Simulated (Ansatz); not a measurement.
Geometry relaxation of Mg₈O₉ (part 2 of 2)

The same run, continued: Mg₈O₉ (defect cell, 17 atoms in the cell); DFT PBEsol, scalar-relativistic, plane waves, PAW, PAW set soft_1, spin-polarised (Ansatz 0.2.0); cutoff 420 eV, 2×2×2 k-mesh, Gaussian smearing of 0.05 eV, collinear spins. The structure derives from an entry of the Crystallography Open Database. It belongs to a series of runs on one base structure; here: end point B relaxed.

Geometry of the input (Å; fractional positions):
```
0.0000  3.8900  3.8900
3.8900  0.0000  3.8900
3.8900  3.8900  0.0000
Mg 0.0000  0.0000  0.0000
O  0.2500  0.2500  0.2500
Mg -0.0000  0.0000  0.5000
O  0.2500  0.2500  0.7500
Mg -0.0000  0.5000  0.0000
O  0.2500  0.7500  0.2500
Mg -0.0000  0.5000  0.5000
O  0.2500  0.7500  0.7500
Mg 0.5000  -0.0000  0.0000
O  0.7500  0.2500  0.2500
Mg 0.5000  -0.0000  0.5000
O  0.7500  0.2500  0.7500
Mg 0.5000  0.5000  0.0000
O  0.7500  0.7500  0.2500
Mg 0.5000  0.5000  0.5000
O  0.7500  0.7500  0.7500
O  1.1265  0.6275  1.1276
```

## The program's output, continued
```
relax step   9: F+E_penalty+E_count = -20352.13154244 eV  Δ(F+E_penalty+E_count) = -5.286e-3 eV  max|allowed force component| = 2.946e-1 eV/Å  Δτ_max = 0.0262 Å  (5 SCF iters, dr2 threshold 4.70e-6 eV, accepted)
preconditioner: auto → Resta (q_TF=auto, 2.788 Å⁻¹)  ε∞=3.3  [insulator: Δε(μ)=5.195 eV  Ē_g=18.778 eV  σ=0.050 eV  W_gap=1.00  n_scr=50 (ndim 8)  ℏωp=28.6 eV  f_vac=0.000  D(μ)=0.00/eV (n_scr^D=0)  ε∞_Penn≈3.3]
spin=Collinear: Resta preconditioning applied to the charge; magnetization (m = ρ↑ − ρ↓) channel mixes plain (no charge-response kernel on spin).
the starting moments were not kept: the SCF closed with an absolute magnetisation of 1.4e-5 μB, where they sum to 1 μB in size (1 site). That is at most 0.1 of that sum. Measured as dr2_m measures the in/out step, that magnetisation stands 6.1e-11 eV from none, at or under the dr2_threshold of 5.4e-6 eV: it is no larger than a step whose dr2_m would equal this threshold.
relax step  10: F+E_penalty+E_count = -20352.19192735 eV  Δ(F+E_penalty+E_count) = -6.038e-2 eV  max|allowed force component| = 4.824e-1 eV/Å  Δτ_max = 0.0941 Å  (7 SCF iters, dr2 threshold 5.42e-6 eV, accepted)
preconditioner: auto → Resta (q_TF=auto, 2.788 Å⁻¹)  ε∞=3.3  [insulator: Δε(μ)=5.480 eV  Ē_g=18.758 eV  σ=0.050 eV  W_gap=1.00  n_scr=50 (ndim 8)  ℏωp=28.6 eV  f_vac=0.000  D(μ)=0.00/eV (n_scr^D=0)  ε∞_Penn≈3.3]
spin=Collinear: Resta preconditioning applied to the charge; magnetization (m = ρ↑ − ρ↓) channel mixes plain (no charge-response kernel on spin).
the starting moments were not kept: the SCF closed with an absolute magnetisation of 3.4e-5 μB, where they sum to 1 μB in size (1 site). That is at most 0.1 of that sum. Measured as dr2_m measures the in/out step, that magnetisation stands 4.2e-10 eV from none, at or under the dr2_threshold of 1.0e-4 eV: it is no larger than a step whose dr2_m would equal this threshold.
relax step  11: F+E_penalty+E_count = -20352.32997986 eV  Δ(F+E_penalty+E_count) = -1.381e-1 eV  max|allowed force component| = 1.693e0 eV/Å  Δτ_max = 0.2000 Å  (7 SCF iters, dr2 threshold 1.00e-4 eV, accepted)
preconditioner: auto → Resta (q_TF=auto, 2.788 Å⁻¹)  ε∞=3.3  [insulator: Δε(μ)=5.844 eV  Ē_g=18.847 eV  σ=0.050 eV  W_gap=1.00  n_scr=50 (ndim 8)  ℏωp=28.6 eV  f_vac=0.000  D(μ)=0.00/eV (n_scr^D=0)  ε∞_Penn≈3.3]
spin=Collinear: Resta preconditioning applied to the charge; magnetization (m = ρ↑ − ρ↓) channel mixes plain (no charge-response kernel on spin).
the starting moments were not kept: the SCF closed with an absolute magnetisation of 4.1e-5 μB, where they sum to 1 μB in size (1 site). That is at most 0.1 of that sum. Measured as dr2_m measures the in/out step, that magnetisation stands 4.9e-10 eV from none, at or under the dr2_threshold of 1.0e-4 eV: it is no larger than a step whose dr2_m would equal this threshold.
relax step  12: F+E_penalty+E_count = -20352.51095913 eV  Δ(F+E_penalty+E_count) = -1.810e-1 eV  max|allowed force component| = 1.990e-1 eV/Å  Δτ_max = 0.1449 Å  (6 SCF iters, dr2 threshold 1.00e-4 eV, accepted)
preconditioner: auto → Resta (q_TF=auto, 2.788 Å⁻¹)  ε∞=3.3  [insulator: Δε(μ)=5.801 eV  Ē_g=18.847 eV  σ=0.050 eV  W_gap=1.00  n_scr=50 (ndim 8)  ℏωp=28.6 eV  f_vac=0.000  D(μ)=0.00/eV (n_scr^D=0)  ε∞_Penn≈3.3]
spin=Collinear: Resta preconditioning applied to the charge; magnetization (m = ρ↑ − ρ↓) channel mixes plain (no charge-response kernel on spin).
the starting moments were not kept: the SCF closed with an absolute magnetisation of 6.0e-6 μB, where they sum to 1 μB in size (1 site). That is at most 0.1 of that sum. Measured as dr2_m measures the in/out step, that magnetisation stands 2.0e-11 eV from none, at or under the dr2_threshold of 2.5e-6 eV: it is no larger than a step whose dr2_m would equal this threshold.
relax step  13: F+E_penalty+E_count = -20352.51243603 eV  Δ(F+E_penalty+E_count) = -1.477e-3 eV  max|allowed force component| = 1.523e-2 eV/Å  Δτ_max = 0.0063 Å  (5 SCF iters, dr2 threshold 2.47e-6 eV, accepted)
preconditioner: auto → Resta (q_TF=auto, 2.788 Å⁻¹)  ε∞=3.3  [insulator: Δε(μ)=5.793 eV  Ē_g=18.847 eV  σ=0.050 eV  W_gap=1.00  n_scr=50 (ndim 8)  ℏωp=28.6 eV  f_vac=0.000  D(μ)=0.00/eV (n_scr^D=0)  ε∞_Penn≈3.3]
spin=Collinear: Resta preconditioning applied to the charge; magnetization (m = ρ↑ − ρ↓) channel mixes plain (no charge-response kernel on spin).
the starting moments were not kept: the SCF closed with an absolute magnetisation of 1.3e-6 μB, where they sum to 1 μB in size (1 site). That is at most 0.1 of that sum. Measured as dr2_m measures the in/out step, that magnetisation stands 8.7e-13 eV from none, at or under the dr2_threshold of 1.0e-7 eV: it is no larger than a step whose dr2_m would equal this threshold.
relax step  14: F+E_penalty+E_count = -20352.51243606 eV  Δ(F+E_penalty+E_count) = -3.392e-8 eV  max|allowed force component| = 1.517e-2 eV/Å  Δτ_max = 0.0000 Å  (3 SCF iters, accepted)
```

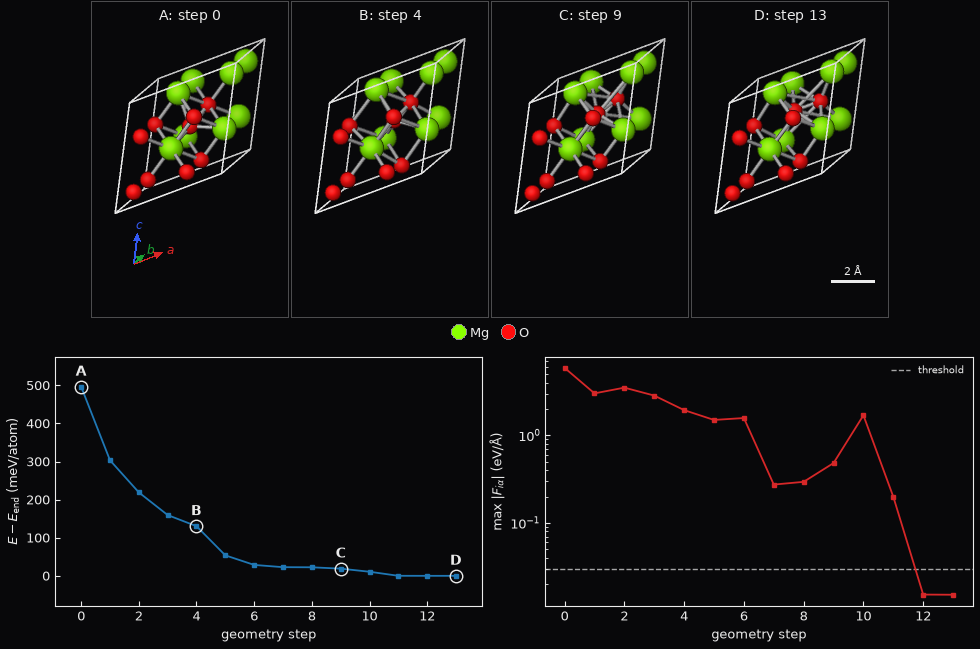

Frames of the relaxation (ball-and-stick view of the cell of the calculation (origin shifted), seen slightly off an axis) above the curves, on which the letters mark them (the first geometry is step 0 here and step 1 in the log).

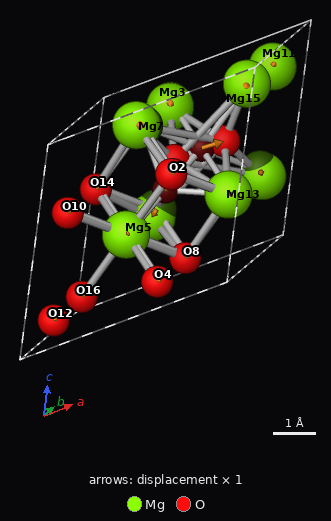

Start (faint) and end (solid) with the displacements as orange arrows, at true length (ball-and-stick view of the cell of the calculation (origin shifted), seen slightly off an axis). O17 moves most: 1.08 Å. By element the largest moves are O 1.08 Å, Mg 0.23 Å. The cell stays as it was. Among the contacts that change: Mg3–O17 3.198 → 1.970 Å, Mg5–O17 1.714 → 2.822 Å, Mg1–O6 1.945 → 2.622 Å, Mg15–O17 3.201 → 2.623 Å. New bonds form: Mg3–O17 (3.20 → 1.97 Å). Bonds break: Mg1–O6 (1.94 → 2.62 Å), Mg5–O17 (1.71 → 2.82 Å), O6–Mg7 (1.94 → 2.62 Å). Among the angles that change: Mg1–O17–O6 71.5° → 117.9°, O6–Mg15–O14 90.0° → 68.1°, O6–Mg3–O12 180.0° → 160.2°. Over 13 geometry steps the energy falls by 496 meV per atom. Largest force component: 5.9 eV/Å at the start, 0.015 eV/Å at the end. (Atoms are counted from 1 in the order of the input.)

```
Magnetization: 0.0000 μB (67.0000 up, 67.0000 down)
Absolute magnetization: 0.0000 μB (∫|ρ↑−ρ↓|, with the PAW one-centre terms)
Spin contamination: 0.0000 ħ² per cell (⟨S²⟩ above its minimum at these occupations)
Per-site moments (μB) at R_I (Å): [(6.589876041054146e-9, 0.706635521151996), (2.2449801183539813e-8, 0.8024073269511421), (2.7219583288335564e-9, 0.8031620121293086), (1.6258681187700368e-8, 0.7927458045814116), (-5.5461691028994595e-11, 0.7869655854480812), (1.218741238256704e-7, 0.5523587295876995), (6.589876253413398e-9, 0.706635521151995), (2.244980113019745e-8, 0.8024073269511421), (-2.5911469290787465e-9, 0.7067823998322863), (-2.258597544703448e-8, 0.802432642031384), (4.652317500476349e-10, 0.786968685428816), (7.920043078879357e-9, 0.7339318912218624), (1.2856085014110547e-9, 0.8032159158484212), (4.257430309580207e-9, 0.7869655854480812), (-2.5911468579731463e-9, 0.7067823998322867), (-2.2585975513011364e-8, 0.8024326420313842), (-2.611228952565695e-7, 0.5523587295876995)]
Free energy (F): -20352.512436 eV
[...]
Harris-Foulkes:  -20352.512436 eV  (|F-HF|=2.80e-10)
Internal energy: -20352.512436 eV  (E = F + TS)
E sigma→0 (E₀):  -20352.512436 eV
Fermi energy:    16.356534 eV
--- Per-component energies (eV) ---
  E_band       = -1808.169061
  E_kinetic    = 2202.117782
  E_local      = -12404.304086  (includes V_loc(G=0)·N_el)
  E_nonlocal   = 2043.914658
  E_hartree    = 4097.154355
  E_xc         = -892.489314
  E_vxc        = -1150.593555  (∫ρ·V_xc dr)
  E_paw        = -3720.101325  (= ΣΔE_a)
  E_vpaw       = -693.616956  (= ΣTr[D̂ρ^β])
  E_aug_tail   = 0.004963  (compensation charges beyond the density's cutoff)
  E_ewald      = -11679.597959
  E_core_change = 0.788490  (= ΣΔE_core)
  E_smearing   = -0.000000  (= −TS)
  E_closure    = -0.000000  (closes the sum)
  Σ components = -20352.512436   (vs F -20352.512436, Δ=0.00e0)
--- Forces (eV/Å), atoms counted from 1 ---
  atom   1  Mg    -0.00039616    -0.00821164    -0.01147356
  atom   2  O      0.00193803     0.00291635    -0.00449731
  atom   3  Mg     0.01414299     0.00058669     0.00058669
  atom   4  O      0.00120807    -0.00659988    -0.00659988
  atom   5  Mg     0.01516331    -0.00028568    -0.00028568
  atom   6  O      0.00291900    -0.00156866    -0.00156866
  atom   7  Mg    -0.00039616    -0.01147356    -0.00821164
  atom   8  O      0.00193803    -0.00449731     0.00291635
  atom   9  Mg     0.00083597     0.01161288     0.00727914
  atom  10  O     -0.00334483    -0.00011084    -0.00218097
  atom  11  Mg    -0.01385428     0.00040348     0.00040348
  atom  12  O     -0.01238704     0.00065078     0.00065078
  atom  13  Mg    -0.01015504     0.00047255     0.00047255
  atom  14  O      0.00212616     0.00376498     0.00376498
  atom  15  Mg     0.00083597     0.00727914     0.01161288
  atom  16  O     -0.00334483    -0.00218097    -0.00011084
  atom  17  O      0.00273950     0.00719409     0.00719409
  max |Σ_I F_I| component: 4.76e-5 eV/Å
--- Relaxed structure (14 steps of the walk, 14 accepted, 0 SCFs on fresh bases) ---
  F+E_penalty+E_count = -20352.51243606 eV   max|allowed force component| = 1.517e-2 eV/Å
  atoms:
    - { symbol: Mg, position: [-0.0247074819224188, 0.018061723155995902, -0.03246576834555088] }
    - { symbol: O, position: [0.24275693709711188, 0.24278642660250432, 0.24279672391369092] }
    - { symbol: Mg, position: [0.004703801407075289, -0.019166765552837008, 0.4808332344471628] }
    - { symbol: O, position: [0.24285183973083124, 0.24277369179310493, 0.7427736917931048] }
    - { symbol: Mg, position: [-0.011976199438057805, 0.4975617832762427, -0.002438216723757408] }
    - { symbol: O, position: [0.3643142599480063, 0.7427666867062845, 0.2427666867062841] }
    - { symbol: Mg, position: [-0.02470748192241881, 0.4675342316544493, 0.5180617231559956] }
    - { symbol: O, position: [0.24275693709711194, 0.742796723913691, 0.7427864266025039] }
    - { symbol: Mg, position: [0.5102067327554887, 0.01794922689303785, -0.03237722312571373] }
    - { symbol: O, position: [0.742779492806608, 0.24282146933826945, 0.2428017814695917] }
    - { symbol: Mg, position: [0.49757167606779645, -0.012001467744680194, 0.4879985322553198] }
    - { symbol: O, position: [0.7425557490569736, 0.24295309316806224, 0.7429530931680615] }
    - { symbol: Mg, position: [0.4807970953381275, 0.5047386609921163, 0.004738660992115784] }
    - { symbol: O, position: [0.7426552140309235, 0.7427796725481313, 0.2427796725481315] }
    - { symbol: Mg, position: [0.5102067327554887, 0.4676227768742865, 0.5179492268930377] }
    - { symbol: O, position: [0.7427794928066078, 0.7428017814695922, 0.7428214693382692] }
    - { symbol: O, position: [1.1209088323847447, 0.7427653349117505, 1.2427653349117507] }
```

## Trajectory as extended XYZ (Å, eV, eV/Å), 6 of the 14 frames kept, from step=1 to step=14
```
17
Lattice="0.0000 3.8900 3.8900 3.8900 0.0000 3.8900 3.8900 3.8900 0.0000" Properties=species:S:1:pos:R:3:forces:R:3 step=1 energy=-20344.07619
Mg    0.0000    0.0000    0.0000    2.8096  -3.0957   2.8653
O     1.9450    1.9450    1.9450   -5.8899   5.5274  -5.7709
Mg    1.9450    1.9450    0.0000   -0.0015   0.1270   0.1270
O     3.8900    3.8900    1.9450    0.0012  -0.0033  -0.0033
Mg    1.9450    0.0000    1.9450   -2.2845  -2.2439  -2.2439
O     3.8900    1.9450    3.8900    5.6655   5.7061   5.7061
Mg    3.8900    1.9450    1.9450    2.8096   2.8653  -3.0957
O     5.8350    3.8900    3.8900   -5.8899  -5.7709   5.5274
Mg    0.0000    1.9450    1.9450    0.1206   0.0942   0.0074
O     1.9450    3.8900    3.8900   -0.0025  -0.0038   0.0021
Mg    1.9450    3.8900    1.9450   -0.1228  -0.1469  -0.1469
O     3.8900    5.8350    3.8900    0.0005   0.0006   0.0006
Mg    1.9450    1.9450    3.8900   -3.0140   2.7431   2.7431
O     3.8900    3.8900    5.8350    5.4694  -5.7483  -5.7483
Mg    3.8900    3.8900    3.8900    0.1206   0.0074   0.0942
O     5.8350    5.8350    5.8350   -0.0025   0.0021  -0.0038
O     6.8273    8.7681    6.8231    0.2106  -0.0605  -0.0605
17
Lattice="0.0000 3.8900 3.8900 3.8900 0.0000 3.8900 3.8900 3.8900 0.0000" Properties=species:S:1:pos:R:3:forces:R:3 step=4 energy=-20349.80075
Mg    0.0918   -0.1317    0.0973   -1.9834   1.0934  -2.1160
O     1.7811    2.0224    1.7951    0.8083  -1.3752   0.7183
Mg    1.9729    1.9073   -0.0377   -0.5329   0.5190   0.5190
O     3.8833    3.8909    1.9459   -0.2472   0.0015   0.0015
Mg    1.9344   -0.0023    1.9427    1.6750   1.5275   1.5275
O     3.9848    2.0517    3.9967   -0.9937  -0.7714  -0.7714
Mg    3.9818    2.0423    1.8133   -1.9834  -2.1160   1.0934
O     5.6711    3.7401    3.9674    0.8083   0.7183  -1.3752
Mg   -0.0466    1.9005    1.9794    0.5123   0.6880  -0.5104
O     1.9427    3.8872    3.8881   -0.0359  -0.0011  -0.2404
Mg    1.9409    3.8862    1.9412   -0.8703  -0.6725  -0.6725
O     3.8636    5.8101    3.8651   -0.0429  -0.0380  -0.0380
Mg    1.8270    2.0197    3.9647    1.2778  -2.0667  -2.0667
O     3.9624    3.7317    5.6767   -1.3682   0.4017   0.4017
Mg    3.8434    3.9244    3.8455    0.5123  -0.5104   0.6880
O     5.8327    5.8331    5.8322   -0.0359  -0.2404  -0.0011
O     7.0397    8.9346    6.9896    2.4996   2.8424   2.8424
17
Lattice="0.0000 3.8900 3.8900 3.8900 0.0000 3.8900 3.8900 3.8900 0.0000" Properties=species:S:1:pos:R:3:forces:R:3 step=6 energy=-20351.59868
Mg    0.0231   -0.1407    0.0244   -0.3951  -0.9575  -0.3561
O     1.8289    1.9391    1.8307    0.7148  -0.1953   0.6933
Mg    1.9516    1.9037   -0.0413    0.4536  -0.2460  -0.2460
O     3.8554    3.8589    1.9139    0.0013   0.0395   0.0395
Mg    1.9920    0.0412    1.9862   -0.5248  -0.4713  -0.4713
O     4.0746    2.1642    4.1092   -0.6349  -0.7458  -0.7458
Mg    3.9131    1.9694    1.8043   -0.3951  -0.3561  -0.9575
O     5.7189    3.7757    3.8841    0.7148   0.6933  -0.1953
Mg   -0.0454    1.8993    1.9699   -0.2614  -0.2912   0.5321
O     1.9075    3.8584    3.8559    0.1073   0.0190   0.0259
Mg    1.8807    3.8345    1.8895    0.1699   0.0743   0.0743
O     3.8407    5.7834    3.8384    0.1493   0.1480   0.1480
Mg    1.8323    1.9539    3.8989   -1.2367  -0.1483  -0.1483
O     3.8819    3.7652    5.7102   -0.2059   0.8515   0.8515
Mg    3.8446    3.9149    3.8443   -0.2614   0.5321  -0.2912
O     5.7975    5.8009    5.8034    0.1073   0.0259   0.0190
O     7.2100    9.1262    7.1812    1.4979   1.0289   1.0289
17
Lattice="0.0000 3.8900 3.8900 3.8900 0.0000 3.8900 3.8900 3.8900 0.0000" Properties=species:S:1:pos:R:3:forces:R:3 step=9 energy=-20352.13154
Mg   -0.0449   -0.1671   -0.0446    0.0176  -0.1450   0.0436
O     1.8908    1.8862    1.8896   -0.0067   0.0333   0.0097
Mg    1.9567    1.8817   -0.0633   -0.0644  -0.0036  -0.0036
O     3.8341    3.8336    1.8886   -0.0357  -0.0218  -0.0218
Mg    1.9091   -0.0390    1.9060    0.0713   0.0361   0.0361
O     4.1763    2.3003    4.2453   -0.2946  -0.2212  -0.2212
Mg    3.8451    1.9004    1.7779    0.0176   0.0436  -0.1450
O     5.7808    3.8346    3.8312   -0.0067   0.0097   0.0333
Mg   -0.0704    1.8740    2.0017    0.0057  -0.0157   0.0202
O     1.8872    3.8337    3.8339    0.0142  -0.0194  -0.0290
Mg    1.8656    3.8136    1.8686   -0.0558  -0.0257  -0.0257
O     3.8328    5.7758    3.8308    0.0445   0.1160   0.1160
Mg    1.8231    1.8944    3.8394    0.0432   0.0020   0.0020
O     3.8319    3.8342    5.7792    0.0146   0.0201   0.0201
Mg    3.8196    3.9467    3.8190    0.0057   0.0202  -0.0157
O     5.7772    5.7789    5.7787    0.0142  -0.0290  -0.0194
O     7.3923    9.2659    7.3209    0.2146   0.1993   0.1993
17
Lattice="0.0000 3.8900 3.8900 3.8900 0.0000 3.8900 3.8900 3.8900 0.0000" Properties=species:S:1:pos:R:3:forces:R:3 step=11 energy=-20352.32998
Mg   -0.0547   -0.2258   -0.0452    0.0672   0.7777   0.0563
O     1.8968    1.8685    1.8885   -0.1176   0.1006  -0.0382
Mg    1.8028    1.8914   -0.0536    0.0395  -0.2383  -0.2383
O     3.8245    3.8192    1.8742    0.0882   0.1933   0.1933
Mg    1.9049   -0.0655    1.8795    0.1491  -0.0459  -0.0459
O     3.9560    2.4212    4.3662   -1.0044  -1.6927  -1.6927
Mg    3.8353    1.8998    1.7192    0.0672   0.0563   0.7777
O     5.7868    3.8335    3.8135   -0.1176  -0.0382   0.1006
Mg   -0.0711    1.8566    2.0656   -0.0532  -0.4166   0.0550
O     1.8824    3.8203    3.8174    0.1657   0.0725   0.1030
Mg    1.8592    3.8165    1.8715   -0.2248  -0.0378  -0.0378
O     3.8350    5.7788    3.8338   -0.0302   0.0180   0.0180
Mg    1.9857    1.8713    3.8163   -0.2872   0.3183   0.3183
O     3.8228    3.8536    5.7986    0.1131   0.0621   0.0621
Mg    3.8189    4.0106    3.8016   -0.0532   0.0550  -0.4166
O     5.7724    5.7624    5.7653    0.1657   0.1030   0.0725
O     7.6496    9.2355    7.2905    1.0327   0.7131   0.7131
17
Lattice="0.0000 3.8900 3.8900 3.8900 0.0000 3.8900 3.8900 3.8900 0.0000" Properties=species:S:1:pos:R:3:forces:R:3 step=14 energy=-20352.51244
Mg   -0.0560   -0.2224   -0.0259   -0.0004  -0.0082  -0.0115
O     1.8889    1.8888    1.8888    0.0019   0.0029  -0.0045
Mg    1.7959    1.8887   -0.0563    0.0141   0.0006   0.0006
O     3.8338    3.8341    1.8891    0.0012  -0.0066  -0.0066
Mg    1.9260   -0.0561    1.8889    0.0152  -0.0003  -0.0003
O     3.8337    2.3615    4.3065    0.0029  -0.0016  -0.0016
Mg    3.8340    1.9191    1.7226   -0.0004  -0.0115  -0.0082
O     5.7789    3.8338    3.8338    0.0019  -0.0045   0.0029
Mg   -0.0561    1.8588    2.0545    0.0008   0.0116   0.0073
O     1.8891    3.8339    3.8340   -0.0033  -0.0001  -0.0022
Mg    1.8516    3.8339    1.8889   -0.0139   0.0004   0.0004
O     3.8352    5.7786    3.8336   -0.0124   0.0007   0.0007
Mg    1.9819    1.8887    3.8337   -0.0102   0.0005   0.0005
O     3.8338    3.8333    5.7783    0.0021   0.0038   0.0038
Mg    3.8339    3.9995    3.8038    0.0008   0.0073   0.0116
O     5.7791    5.7790    5.7789   -0.0033  -0.0022  -0.0001
O     7.7237    9.1947    7.2497    0.0027   0.0072   0.0072
```

## Key numbers

| quantity | value |
| --- | --- |
| outcome | converged |
| electrons treated | 134 |
| free energy | −20352.5124 eV |
| Fermi energy | 16.357 eV |
| net moment of the cell | 0.00 μB |
| integrated absolute moment | 0.00 μB |
| final volume | 117.73 Å³ |
| largest force (length of the vector) at the end | 0.015 eV/Å |
| hardware | 2 threads of Arm Neoverse V2, 24 GiB of memory available, shared host |
| wall time | 42 s (CPU time 82 s) |
| peak memory | 0.45 GiB |

The program warns: the PAW datasets were made with another functional; some starting moments were not kept; the structure was made exactly symmetric. The k-point mesh is coarse for a cell of this size, so the results may not be converged.
